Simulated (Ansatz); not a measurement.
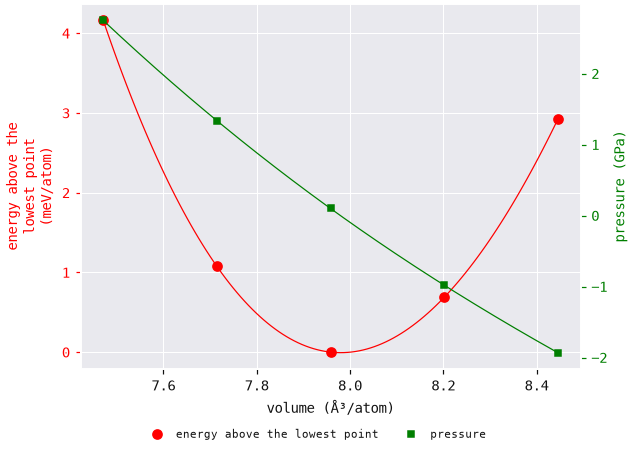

Method: equation of state of a cubic crystal from periodic Kohn-Sham density functional theory without spin, third-order Birch-Murnaghan fit to the free energies; pressure corrected for the finite basis (Ansatz 0.2.0 development build). Level: HSE06.

structure type rock salt; atoms in cell 2; space group number 225; lattice centring face-centred primitive; k mesh 4×4×4; occupation method Fermi–Dirac; occupation width 0.05 eV; wave cutoff 700 eV; datasets hard PAW; density tolerance 0 eV; bands 6; density cutoff ratio 4; search for lower states default; exchange singularity regularized.

Figure. Energy above the lowest point and pressure against volume for LiH, space group Fm-3m (No. 225) (one of a set of cubic test structures, which need not be the stable phase).

A third-order Birch–Murnaghan fit gives V0 = 7.98 Å³/atom, B0 = 37.5 GPa and B′ = 3.3. The energy above the lowest point is 4.161 meV/atom at volume 7.4710 Å³/atom and 2.920 meV/atom at 8.4454 Å³/atom; the lowest computed point is at volume 7.9582 Å³/atom (0.000 meV/atom), and no other minimum shows. The pressure falls from 2.749 GPa at volume 7.4710 Å³/atom to −1.931 GPa at 8.4454 Å³/atom, and changes sign near 7.98 Å³/atom.

Caveats: modest k-mesh, values are not fully converged in k; pseudopotentials made with PBE, not this functional.
